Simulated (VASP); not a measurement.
## ZrS2: geometry relaxation (part 2 of 2)

Continued. System: ZrS2 (P-3m1, 3 atoms in the cell). Method: Kohn-Sham DFT of a periodic cell, PBE with D3(BJ), VASP PAW PBE potentials, recommended, no spin polarisation (VASP 6.6.1); cutoff 600 eV, 9×9×5 k-mesh, Gaussian smearing of 0.03 eV. The structure derives from a Materials Project entry.

Geometry of the input (Å; fractional positions):
```
3.6352  -0.0000  -0.0000
-1.8176  3.1482  0.0000
0.0000  0.0000  5.7250
Zr -0.0000  1.0000  0.0000
S  0.6667  0.3333  0.7449
S  0.3333  0.6667  0.2551
```

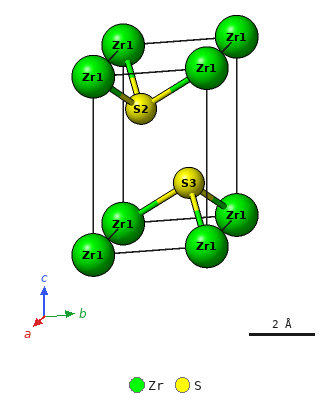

Figure 1. The geometry at step 2 of the log (ball-and-stick view of the cell of the calculation, seen slightly off an axis; atoms are numbered from 1 in the order of the input).

Parts of OUTCAR, continued
```
  energy without entropy =      -21.36808866  energy(sigma->0) =      -21.36808866

------------------------ aborting loop because EDIFF is reached ----------------------------------------

 Edisp (eV)   -1.08878

 E8    (eV) :    -0.4624

  FORCE on cell =-STRESS in cart. coord.  units (eV):
  Direction    XX          YY          ZZ          XY          YZ          ZX
  --------------------------------------------------------------------------------------
  -------------------------------------------------------------------------------------
  Total      -0.01654    -0.01654    -0.01144    -0.00000     0.00000     0.00000
  in kB      -0.40457    -0.40457    -0.27969    -0.00000     0.00000     0.00000
  external pressure =       -0.36 kB  Pullay stress =        0.00 kB

 VOLUME and BASIS-vectors are now :
 -----------------------------------------------------------------------------
  energy-cutoff  :      600.00
  volume of cell :       65.52
      direct lattice vectors                 reciprocal lattice vectors
     3.635173157 -0.000000000  0.000000000     0.275090059  0.158823320  0.000000000
    -1.817586574  3.148152298  0.000000000     0.000000000  0.317646640  0.000000000
     0.000000000  0.000000000  5.725009852     0.000000000  0.000000000  0.174672188

 POSITION                                       TOTAL-FORCE (eV/Angst)
 -----------------------------------------------------------------------------------
      0.00000      0.00000      0.00000         0.000000      0.000000      0.000000
      1.81759      1.04938      4.26441        -0.000000     -0.000000     -0.002817
     -0.00000      2.09877      1.46060         0.000000      0.000000      0.002817
 -----------------------------------------------------------------------------------
    total drift:                               -0.000000     -0.000000      0.000000

  FREE ENERGIE OF THE ION-ELECTRON SYSTEM (eV)
  ---------------------------------------------------
  free  energy   TOTEN  =       -22.4568730734 eV

  energy  without entropy=      -22.4568730734  energy(sigma->0) =      -22.45687307

--------------------------------------- Ionic step        2  -------------------------------------------

 number of electron      24.0000000 magnetization

------------------------ aborting loop because EDIFF is reached ----------------------------------------

 Edisp (eV)   -1.08962

 E8    (eV) :    -0.4628

  FORCE on cell =-STRESS in cart. coord.  units (eV):
  Direction    XX          YY          ZZ          XY          YZ          ZX
  --------------------------------------------------------------------------------------
  -------------------------------------------------------------------------------------
  Total       0.01170     0.01170     0.00939     0.00000     0.00000     0.00000
  in kB       0.28642     0.28642     0.22978     0.00000     0.00000     0.00000
  external pressure =        0.27 kB  Pullay stress =        0.00 kB

 VOLUME and BASIS-vectors are now :
 -----------------------------------------------------------------------------
  energy-cutoff  :      600.00
  volume of cell :       65.47
      direct lattice vectors                 reciprocal lattice vectors
     3.634206045 -0.000000000  0.000000000     0.275163265  0.158865585 -0.000000000
    -1.817103018  3.147314755 -0.000000000     0.000000000  0.317731170 -0.000000000
     0.000000000  0.000000000  5.723956884    -0.000000000  0.000000000  0.174704321

 POSITION                                       TOTAL-FORCE (eV/Angst)
 -----------------------------------------------------------------------------------
      0.00000      0.00000      0.00000        -0.000000     -0.000000      0.000000
      1.81710      1.04910      4.26349        -0.000000     -0.000000     -0.009195
     -0.00000      2.09821      1.46046         0.000000      0.000000      0.009195
 -----------------------------------------------------------------------------------
    total drift:                                0.000000     -0.000000      0.000000

  FREE ENERGIE OF THE ION-ELECTRON SYSTEM (eV)
  ---------------------------------------------------
  free  energy   TOTEN  =       -22.4568769237 eV

  energy  without entropy=      -22.4568769237  energy(sigma->0) =      -22.45687692

--------------------------------------- Ionic step        3  -------------------------------------------

 number of electron      24.0000000 magnetization

------------------------ aborting loop because EDIFF is reached ----------------------------------------

 Edisp (eV)   -1.08940

 E8    (eV) :    -0.4627

  FORCE on cell =-STRESS in cart. coord.  units (eV):
  Direction    XX          YY          ZZ          XY          YZ          ZX
  --------------------------------------------------------------------------------------
  -------------------------------------------------------------------------------------
  Total       0.00425     0.00425     0.00387     0.00000     0.00000    -0.00000
  in kB       0.10393     0.10393     0.09465     0.00000     0.00000    -0.00000
  external pressure =        0.10 kB  Pullay stress =        0.00 kB

 VOLUME and BASIS-vectors are now :
 -----------------------------------------------------------------------------
  energy-cutoff  :      600.00
  volume of cell :       65.48
      direct lattice vectors                 reciprocal lattice vectors
     3.634464829 -0.000000000  0.000000000     0.275143672  0.158854273 -0.000000000
    -1.817232409  3.147538868 -0.000000000     0.000000000  0.317708547 -0.000000000
     0.000000000  0.000000000  5.724238641    -0.000000000  0.000000000  0.174695722

 POSITION                                       TOTAL-FORCE (eV/Angst)
 -----------------------------------------------------------------------------------
      0.00000      0.00000      0.00000         0.000000     -0.000000      0.000000
      1.81723      1.04918      4.26374        -0.000000     -0.000000     -0.007482
     -0.00000      2.09836      1.46050         0.000000      0.000000      0.007482
 -----------------------------------------------------------------------------------
    total drift:                                0.000000     -0.000000      0.000000

  FREE ENERGIE OF THE ION-ELECTRON SYSTEM (eV)
  ---------------------------------------------------
  free  energy   TOTEN  =       -22.4568775991 eV

  energy  without entropy=      -22.4568775991  energy(sigma->0) =      -22.45687760

--------------------------------------- Ionic step        4  -------------------------------------------

 number of electron      24.0000000 magnetization

 Free energy of the ion-electron system (eV)
  ---------------------------------------------------
  ext. energy  EPLUGINS =         0.00000000
  ---------------------------------------------------
  free energy    TOTEN  =       -21.36720969 eV

  energy without entropy =      -21.36720969  energy(sigma->0) =      -21.36720969

 E-fermi :   5.4358     XC(G=0):  -9.8195     alpha+bet :-11.9205

 val. band max:        5.2622820617   @ k =   0.0000   0.0000   0.0000
 cond. band min:       5.9627332211   @ k =   0.0000   0.4444   0.4000
 fundamental gap:      0.7004511593
 Fermi energy:         5.4358276481

 k-point     1 :       0.0000    0.0000    0.0000
  band No.  band energies     occupation
      1     -43.8418      2.00000
      2     -21.9192      2.00000
      3     -21.7533      2.00000
      4     -21.7533      2.00000
      5      -7.7451      2.00000
      6      -6.1212      2.00000
      7       0.4592      2.00000
      8       2.3003      2.00000
      9       2.3003      2.00000
     10       5.0297      2.00000
     11       5.0297      2.00000
     12       5.2623      2.00000
     13       6.6861      0.00000
     14       6.6861      0.00000
     15       7.3818      0.00000
     16       9.9083      0.00000

 k-point     2 :       0.1111    0.0000    0.0000
  band No.  band energies     occupation
      1     -43.8393      2.00000
      2     -21.9118      2.00000
      3     -21.7878      2.00000
      4     -21.7607      2.00000
      5      -7.6134      2.00000
      6      -6.1576      2.00000
      7       0.6400      2.00000
      8       2.1869      2.00000
      9       2.3774      2.00000
     10       4.2204      2.00000
     11       4.6786      2.00000
     12       5.2080      2.00000
     13       6.7541      0.00000
     14       7.0820      0.00000
     15       7.5255      0.00000
     16       9.6733      0.00000

 k-point     3 :       0.2222   -0.0000    0.0000
  band No.  band energies     occupation
      1     -43.8329      2.00000
      2     -21.8940      2.00000
      3     -21.8728      2.00000
      4     -21.7793      2.00000
      5      -7.2648      2.00000
      6      -6.2458      2.00000
      7       1.1227      2.00000
      8       2.0307      2.00000
      9       2.5438      2.00000
     10       2.8478      2.00000
     11       4.1626      2.00000
     12       4.7721      2.00000
     13       6.5531      0.00000
     14       7.6811      0.00000
     15       7.9442      0.00000
     16       9.9801      0.00000

 k-point     4 :       0.3333   -0.0000    0.0000
  band No.  band energies     occupation
      1     -43.8256      2.00000
      2     -21.9708      2.00000
      3     -21.8702      2.00000
      4     -21.8003      2.00000
      5      -6.8521      2.00000
      6      -6.3167      2.00000
      7       1.3621      2.00000
      8       1.8364      2.00000
      9       2.3126      2.00000
     10       2.6422      2.00000
     11       3.8726      2.00000
     12       3.9580      2.00000
     13       6.2972      0.00000
     14       8.1242      0.00000
     15       8.4605      0.00000
     16      10.5190      0.00000

 k-point     5 :       0.4444   -0.0000    0.0000
  band No.  band energies     occupation
      1     -43.8209      2.00000
      2     -22.0322      2.00000
      3     -21.8560      2.00000
      4     -21.8140      2.00000
      5      -6.6477      2.00000
      6      -6.2592      2.00000
      7       0.7166      2.00000
      8       2.2611      2.00000
      9       2.6295      2.00000
     10       2.6308      2.00000
     11       3.2045      2.00000
     12       3.8097      2.00000
     13       6.1450      0.00000
     14       8.4230      0.00000
     15       8.7790      0.00000
     16      10.8757      0.00000

 [... the levels of 18 k-points are left out ...]

 k-point    24 :      -0.1111    0.3333    0.2000
  band No.  band energies     occupation
      1     -43.8280      2.00000
      2     -21.9290      2.00000
      3     -21.8783      2.00000
      4     -21.8037      2.00000
      5      -6.9552      2.00000
      6      -6.3285      2.00000
      7       1.2323      2.00000
      8       1.8913      2.00000
      9       2.4125      2.00000
     10       2.6828      2.00000
     11       3.7104      2.00000
     12       4.5968      2.00000
     13       6.6636      0.00000
     14       7.7633      0.00000
     15       8.5906      0.00000
     16       9.5694      0.00000

 [... further k-points ...]

------------------------ aborting loop because EDIFF is reached ----------------------------------------

 Edisp (eV)   -1.08967

 E8    (eV) :    -0.4628

  FORCE on cell =-STRESS in cart. coord.  units (eV):
  Direction    XX          YY          ZZ          XY          YZ          ZX
  --------------------------------------------------------------------------------------
  -------------------------------------------------------------------------------------
  Total       0.00576     0.00576    -0.00148     0.00000     0.00000     0.00000
  in kB       0.14100     0.14100    -0.03632     0.00000     0.00000     0.00000
  external pressure =        0.08 kB  Pullay stress =        0.00 kB

 VOLUME and BASIS-vectors are now :
 -----------------------------------------------------------------------------
  energy-cutoff  :      600.00
  volume of cell :       65.47
      direct lattice vectors                 reciprocal lattice vectors
     3.634138450 -0.000000000 -0.000000000     0.275168383  0.158868540  0.000000000
    -1.817069220  3.147256215 -0.000000000     0.000000000  0.317737080 -0.000000000
    -0.000000000  0.000000000  5.723964435     0.000000000  0.000000000  0.174704090

 POSITION                                       TOTAL-FORCE (eV/Angst)
 -----------------------------------------------------------------------------------
     -1.81707      3.14726      5.72396         0.000000      0.000000      0.000000
      1.81707      1.04909      4.26311         0.000000     -0.000000     -0.004898
     -0.00000      2.09817      1.46085        -0.000000      0.000000      0.004898
 -----------------------------------------------------------------------------------
    total drift:                                0.000000      0.000000      0.000000

  FREE ENERGIE OF THE ION-ELECTRON SYSTEM (eV)
  ---------------------------------------------------
  free  energy   TOTEN  =       -22.4568817367 eV

  energy  without entropy=      -22.4568817367  energy(sigma->0) =      -22.45688174

 reached required accuracy - stopping structural energy minimisation
```

CONTCAR
```
ZrS2
   1.00000000000000
     3.6341384500349054   -0.0000000001015372   -0.0000000000000000
    -1.8170692201701892    3.1472562154728423   -0.0000000000000000
    -0.0000000000000000    0.0000000000000000    5.7239644351132855
  Zr              S
     1     2
Direct
     0.0000000000000000    1.0000000000000000    1.0000000000000000
     0.6666666699999979    0.3333333300000021    0.7447833640796309
     0.3333333300000021    0.6666666699999979    0.2552166359203691

  0.00000000E+00  0.00000000E+00  0.00000000E+00
  0.00000000E+00  0.00000000E+00  0.00000000E+00
  0.00000000E+00  0.00000000E+00  0.00000000E+00
```

Trajectory as extended XYZ (Å, eV, eV/Å), 4 frames, from step=0 to step=3
```
3
Lattice="3.6352 -0.0000 0.0000 -1.8176 3.1482 0.0000 0.0000 0.0000 5.7250" Properties=species:S:1:pos:R:3:forces:R:3 step=0 energy=-22.45687
Zr    0.0000    0.0000    0.0000    0.0000   0.0000   0.0000
S     1.8176    1.0494    4.2644    0.0000   0.0000  -0.0028
S     0.0000    2.0988    1.4606    0.0000   0.0000   0.0028
3
Lattice="3.6342 -0.0000 0.0000 -1.8171 3.1473 -0.0000 0.0000 0.0000 5.7240" Properties=species:S:1:pos:R:3:forces:R:3 step=1 energy=-22.45688
Zr    0.0000    0.0000    0.0000    0.0000   0.0000   0.0000
S     1.8171    1.0491    4.2635    0.0000   0.0000  -0.0092
S     0.0000    2.0982    1.4605    0.0000   0.0000   0.0092
3
Lattice="3.6345 -0.0000 0.0000 -1.8172 3.1475 -0.0000 0.0000 0.0000 5.7242" Properties=species:S:1:pos:R:3:forces:R:3 step=2 energy=-22.45688
Zr    0.0000    0.0000    0.0000    0.0000   0.0000   0.0000
S     1.8172    1.0492    4.2637    0.0000   0.0000  -0.0075
S     0.0000    2.0984    1.4605    0.0000   0.0000   0.0075
3
Lattice="3.6341 -0.0000 -0.0000 -1.8171 3.1473 -0.0000 -0.0000 0.0000 5.7240" Properties=species:S:1:pos:R:3:forces:R:3 step=3 energy=-22.45688
Zr   -1.8171    3.1473    5.7240    0.0000   0.0000   0.0000
S     1.8171    1.0491    4.2631    0.0000   0.0000  -0.0049
S     0.0000    2.0982    1.4609    0.0000   0.0000   0.0049
```
